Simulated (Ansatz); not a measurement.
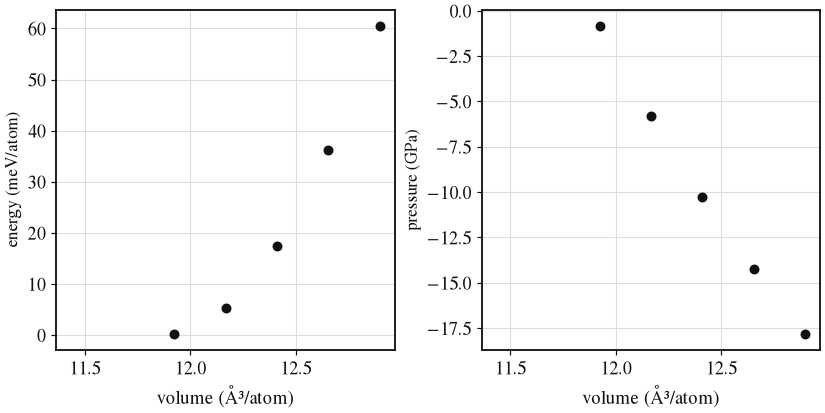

Plotted: energy and pressure against volume for ZrN, space group Fm-3m (No. 225).

The given structure:
```xyz
2
Lattice="0.0000 2.3000 2.3000 2.3000 0.0000 2.3000 2.3000 2.3000 0.0000" Properties=species:S:1:pos:R:3 pbc="T T T"
Zr    2.3000    2.3000    2.3000
N     0.0000    0.0000    0.0000
```

Calculation (Ansatz 0.2.0): plane-wave DFT, collinear spins; energies at scaled volumes of the given cell, shape and fractions fixed, counted from the fit's minimum, third-order Birch-Murnaghan fit. Level: PBE with D3(BJ)+ATM, collinear spin.

```tsv
setting	value
k mesh	10×10×10
occupations	Gaussian
smearing width	0.02 eV
potentials	JTH PAW
wave cutoff	1320 eV
density cutoff	5280 eV
```

The points at volume 11.44 Å³/atom and 11.68 Å³/atom are left out of the plot. What values does the calculation give there?

| volume (Å³/atom) | energy (meV/atom) | pressure (GPa) |
| --- | --- | --- |
| 11.44 | 14.77 | 10.91 |
| 11.68 | 2.98 | 4.72 |
